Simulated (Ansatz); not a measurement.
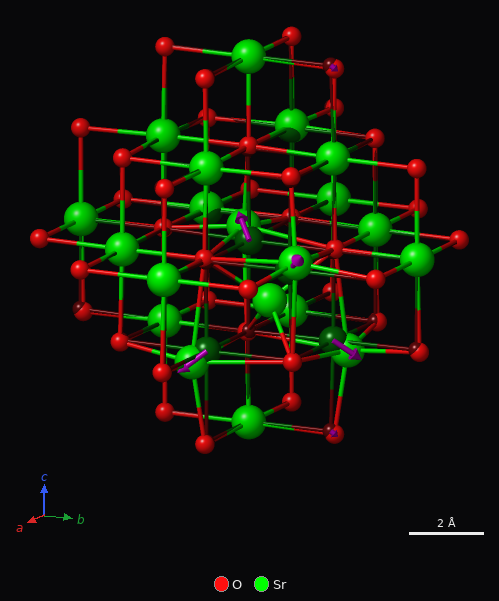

A relaxation of a defect cell of composition O32Sr33 (cell charge +1). The starting structure is drawn faded, the final one solid; purple arrows show the displacements, 2 times their true length.

Style: ball-and-stick. Shown: the atoms within 5.8 Å of the atom that moves most (axes of the cell of the calculation (origin shifted)), slightly off an axis.

Computed with DFT, PBEsol, PAW, plane waves in Ansatz. Set-up: plane-wave cutoff 420 eV; k-point mesh 1 × 1 × 1; mesh shifted by (0.25, 0.25, 0.25); collinear spin; atoms relaxed in a fixed cell; force threshold 0.03 eV/Å; at most 80 steps.

> Which element moves most?

Strontium: up to 0.53 Å, against 0.13 Å for oxygen.

> What happened in the run?

Over 4 geometry steps the energy falls by 8.702 eV per cell of the calculation. Largest force component: 7 eV/Å at the start, 0.024 eV/Å at the end. The largest move is that of a Sr atom, 0.53 Å along [−1 −1 1]. By element the largest moves are Sr 0.53 Å, O 0.13 Å. The cell stays as it was. Some distances before and after: Sr–Sr 3.591 → 4.458 Å, Sr–Sr 2.193 → 2.721 Å, Sr–Sr 2.218 → 2.721 Å, Sr–Sr 3.681 → 3.297 Å. Among the angles between lasting bonds that change: O–Sr–O 179.1° → 163.7°, O–Sr–O 87.9° → 102.3°, O–Sr–O 177.9° → 163.7°. The program noted that the starting moments weren't kept.

Limits of the set-up: the cell is charged, on a uniform background, and energies carry no finite-size correction.
